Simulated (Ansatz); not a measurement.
**BN: a changed input and its effect**

System: BN (R-3m, 2 atoms in the cell).
Method of run A: DFT, PBE, plane waves, PAW, no spin polarisation (Ansatz 0.2.0).

The structure was built on a prototype by a generator. The geometry comes from this level: r2SCAN (a point of a series of strains). Text and figures count atoms from 1; the logs count them from 0 in places.

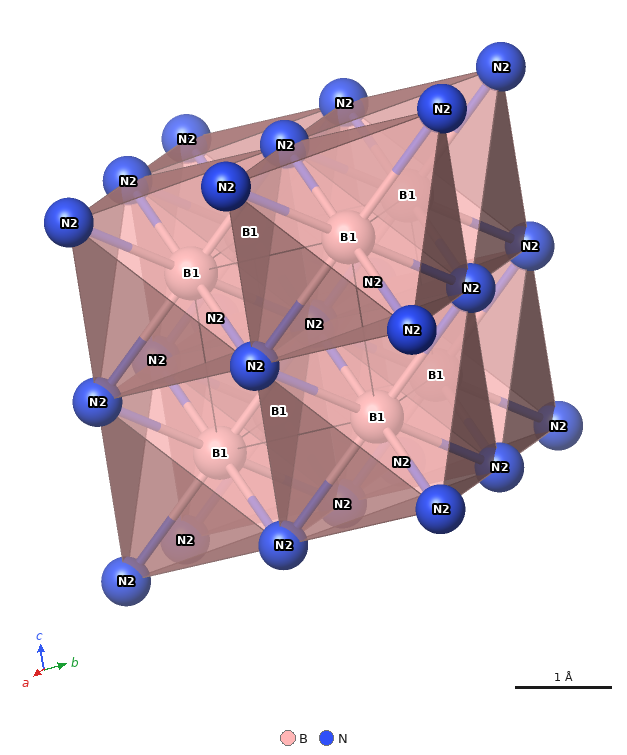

Figure 1. The input geometry (polyhedral view of the cell of the calculation, seen slightly off an axis; polyhedra are completed across the faces of the cell; atoms are numbered from 1 in the order of the input).

### Input file, run A
```yaml
crystal:
  lattice:
    - [-0.0219974068, 1.7238285282, 1.7238285282]
    - [1.7238285282, -0.0219974068, 1.7238285282]
    - [1.7238285282, 1.7238285282, -0.0219974068]
  atoms:
    - { symbol: B, position: [0.0, 0.0, 0.0] }
    - { symbol: "N", position: [0.5, 0.5, 0.5] }
kpoints:
  mp_grid: { grid: [12, 12, 12] }
  band_path:
    path:
      - [0.0, 0.0, 0.0]
      - [0.5, 0.0, 0.5]
      - [0.625, 0.25, 0.625]
      - [0.375, 0.375, 0.75]
      - [0.5, 0.5, 0.5]
      - [0.5, 0.25, 0.75]
      - [0.0, 0.1666666667, -0.1666666667]
    npoints: 1
hamiltonian:
  xc: pbe
scf:
  occupations: { method: fermi_dirac, width: 0.02 }
  n_extra_bands: 4
output:
  forces: true
  stress: true
  eigenvalues: true
  write_density: true
  write_potential: true
  elf: true
  volumetric_format: npy
```

Command:
```bash
ansatz run input.yaml --threads 4 --pin off --max-ram 3686MiB --backend cpu --events-out ev --progress --plain --runs-dir out
```

Hardware: 4 threads of an Arm (aarch64) CPU, shared host.

### Output, shortened to warnings, some set-up lines, iterations and results (run A)
```
Basis set: ecut = 420 eV, 181 PW (Γ), exchange–correlation on 36×36×36 points (8 copies of the dense FFT grid, shifted against one another)
Symmetry: 12 space group operations
k-points: 189 of 1728
Initial density: superposition of atomic densities (neutral atoms: chi_scale 0, normalization atom), corrected by the library's trained network
[...]
SCF iter   1: F=—  HF=-538.753278 eV  |F-HF|=—  |Δ(HF+E_count)|=         —  Δρ=1.42e-2  dr2=1.69e-2  ethr=1.77e-3  ⟨swp⟩=4.8  Hψ=9795  notcnv=0
SCF iter   2: F=—  HF=-538.749992 eV  |F-HF|=—  |Δ(HF+E_count)|=   3.29e-3  Δρ=5.27e-3  dr2=2.33e-3  ethr=2.11e-4  ⟨swp⟩=2.0  Hψ=3581  notcnv=0
SCF iter   3: F=—  HF=-538.749686 eV  |F-HF|=—  |Δ(HF+E_count)|=   3.07e-4  Δρ=5.72e-4  dr2=1.38e-5  ethr=2.91e-5  ⟨swp⟩=2.8  Hψ=2767  notcnv=0
SCF iter   4: F=—  HF=-538.749699 eV  |F-HF|=—  |Δ(HF+E_count)|=   1.37e-5  Δρ=5.86e-5  dr2=2.53e-7  ethr=1.73e-7  ⟨swp⟩=2.4  Hψ=2226  notcnv=0
SCF iter   5: F=-538.749699 eV  HF=-538.749699 eV  |F-HF|=1.72e-10  |Δ(HF+E_count)|=   4.55e-8  Δρ=6.25e-6  dr2=2.24e-9  ethr=3.17e-9  ⟨swp⟩=1.5  Hψ=1692  notcnv=0
SCF iter   6: F=-538.749699 eV  HF=-538.749699 eV  |F-HF|=2.50e-12  |Δ(HF+E_count)|=  8.38e-10  Δρ=3.04e-7  dr2=3.38e-12  ethr=2.80e-11  ⟨swp⟩=4.1  Hψ=6666  notcnv=0
SCF 1 converged in 6 iterations: F = -538.749699 eV  dr2 = 3.38e-12
NSCF: frozen V_eff on 7 k-points
SCF converged after 6 iterations
Free energy (F): -538.749699 eV
Harris-Foulkes:  -538.749699 eV  (|F-HF|=2.50e-12)
Internal energy: -538.749699 eV  (E = F + TS)
E sigma→0 (E₀):  -538.749699 eV
Fermi energy:    15.729951 eV
--- Per-component energies (eV) ---
  E_band       = 48.947156
  E_kinetic    = 184.733144
  E_local      = -124.154372  (includes V_loc(G=0)·N_el)
  E_nonlocal   = 55.998805
  E_hartree    = 35.310127
  E_xc         = -93.376926
  E_vxc        = -116.327557  (∫ρ·V_xc dr)
  E_paw        = -205.923040  (= ΣΔE_a)
  E_vpaw       = -21.923199  (= ΣTr[D̂ρ^β])
  E_aug_tail   = 0.000093  (compensation charges beyond the density's cutoff)
  E_ewald      = -391.337532
  E_smearing   = -0.000000  (= −TS)
  E_closure    = -0.000000  (closes the sum)
  Σ components = -538.749699   (vs F -538.749699, Δ=0.00e0)
--- Forces (eV/Å), atoms counted from 1 ---
  atom   1  B     -0.00000000     0.00000000     0.00000000
  atom   2  N      0.00000000    -0.00000000    -0.00000000
  max |Σ_I F_I| component: 4.93e-30 eV/Å
--- Stress (GPa, compression-positive) ---
       11.830607       8.183393       8.183393
        8.183393      11.830607       8.183393
        8.183393       8.183393      11.830607
  P = ⅓ Tr σ = 11.8306 GPa (118.306 kbar)
```

For run B the input was changed thus:
```diff
-    - [-0.0219974068, 1.7238285282, 1.7238285282]
-    - [1.7238285282, -0.0219974068, 1.7238285282]
-    - [1.7238285282, 1.7238285282, -0.0219974068]
+    - [0.0, 1.7072431818, 1.7072431818]
+    - [1.7072431818, 0.0, 1.7072431818]
+    - [1.7072431818, 1.7072431818, 0.0]
```

How does run B compare with run A?

With the same functional and potentials, run B lies 29.2 meV per atom higher. The gap on the mesh goes from 1.23 to 1.72 eV. The pressure goes from 11.83 to 33.99 GPa. The volume per atom goes from 5.22 to 4.98 Å³. The number of SCF iterations is the same. The irreducible k-points go from 189 to 72.

### Output, shortened to warnings, some set-up lines, iterations and results (run B)
```
Basis set: ecut = 420 eV, 181 PW (Γ), exchange–correlation on 36×36×36 points (8 copies of the dense FFT grid, shifted against one another)
Symmetry: 48 space group operations
k-points: 72 of 1728
Initial density: superposition of atomic densities (neutral atoms: chi_scale 0, normalization atom), corrected by the library's trained network
[...]
SCF iter   1: F=—  HF=-538.695607 eV  |F-HF|=—  |Δ(HF+E_count)|=         —  Δρ=1.61e-2  dr2=2.00e-2  ethr=1.77e-3  ⟨swp⟩=4.7  Hψ=3732  notcnv=0
SCF iter   2: F=—  HF=-538.691668 eV  |F-HF|=—  |Δ(HF+E_count)|=   3.94e-3  Δρ=5.91e-3  dr2=2.70e-3  ethr=2.50e-4  ⟨swp⟩=2.0  Hψ=1370  notcnv=0
SCF iter   3: F=—  HF=-538.691317 eV  |F-HF|=—  |Δ(HF+E_count)|=   3.51e-4  Δρ=6.27e-4  dr2=1.43e-5  ethr=3.38e-5  ⟨swp⟩=2.8  Hψ=1049  notcnv=0
SCF iter   4: F=—  HF=-538.691333 eV  |F-HF|=—  |Δ(HF+E_count)|=   1.59e-5  Δρ=5.97e-5  dr2=2.31e-7  ethr=1.79e-7  ⟨swp⟩=2.5  Hψ=845  notcnv=0
SCF iter   5: F=-538.691333 eV  HF=-538.691333 eV  |F-HF|=2.44e-10  |Δ(HF+E_count)|=   3.46e-8  Δρ=4.57e-6  dr2=8.88e-10  ethr=2.89e-9  ⟨swp⟩=1.7  Hψ=682  notcnv=0
SCF iter   6: F=-538.691333 eV  HF=-538.691333 eV  |F-HF|=1.36e-12  |Δ(HF+E_count)|=  6.25e-10  Δρ=2.12e-7  dr2=1.47e-12  ethr=1.11e-11  ⟨swp⟩=4.2  Hψ=2499  notcnv=0
SCF 1 converged in 6 iterations: F = -538.691333 eV  dr2 = 1.47e-12
NSCF: frozen V_eff on 7 k-points
SCF converged after 6 iterations
Free energy (F): -538.691333 eV
Harris-Foulkes:  -538.691333 eV  (|F-HF|=1.36e-12)
Internal energy: -538.691333 eV  (E = F + TS)
E sigma→0 (E₀):  -538.691333 eV
Fermi energy:    16.796474 eV
--- Per-component energies (eV) ---
  E_band       = 53.948044
  E_kinetic    = 187.849740
  E_local      = -119.082213  (includes V_loc(G=0)·N_el)
  E_nonlocal   = 56.288017
  E_hartree    = 34.235289
  E_xc         = -94.156181
  E_vxc        = -117.357511  (∫ρ·V_xc dr)
  E_paw        = -206.189965  (= ΣΔE_a)
  E_vpaw       = -22.220662  (= ΣTr[D̂ρ^β])
  E_aug_tail   = 0.000100  (compensation charges beyond the density's cutoff)
  E_ewald      = -397.636121
  E_smearing   = -0.000000  (= −TS)
  E_closure    = 0.000000  (closes the sum)
  Σ components = -538.691333   (vs F -538.691333, Δ=0.00e0)
--- Forces (eV/Å), atoms counted from 1 ---
  atom   1  B     -0.00000000     0.00000000    -0.00000000
  atom   2  N      0.00000000    -0.00000000    -0.00000000
  max |Σ_I F_I| component: 7.43e-30 eV/Å
--- Stress (GPa, compression-positive) ---
       33.988409      -0.000000      -0.000000
        0.000000      33.988409      -0.000000
       -0.000000       0.000000      33.988409
  P = ⅓ Tr σ = 33.9884 GPa (339.884 kbar)
```

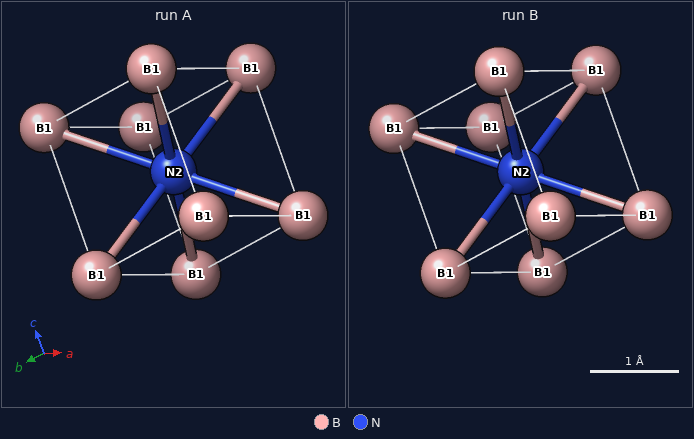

Figure 2. The two input geometries at one scale (ball-and-stick view of the cell of the calculation, seen at an oblique angle). No atom moves by more than 0.005 Å relative to the cell. Cell: a = b = c 2.438 → 2.414 Å (−1.0 %), α 60.8° → 60.0°, β 60.8° → 60.0°, γ 60.8° → 60.0°. Volume −4.7 %. Among the contacts that change: B1–N2 1.735 → 1.707 Å.

### The two runs side by side

| quantity | run A | run B |
| --- | --- | --- |
| outcome | converged | converged |
| free energy per atom (eV) | −269.3748 | −269.3457 |
| gap on the mesh (eV) | 1.23 | 1.72 |
| pressure (GPa) | 11.83 | 33.99 |
| volume per atom (Å³) | 5.22 | 4.98 |
| largest force (eV/Å) | 0.000 | 0.000 |
| SCF iterations | 6 | 6 |
| irreducible k-points | 189 | 72 |
| plane waves at Γ | 181 | 181 |

For run A: The cell is under a pressure of 11.8 GPa at this level, so it is not at its equilibrium volume. For run B: The cell is under a pressure of 34 GPa at this level, so it is not at its equilibrium volume.
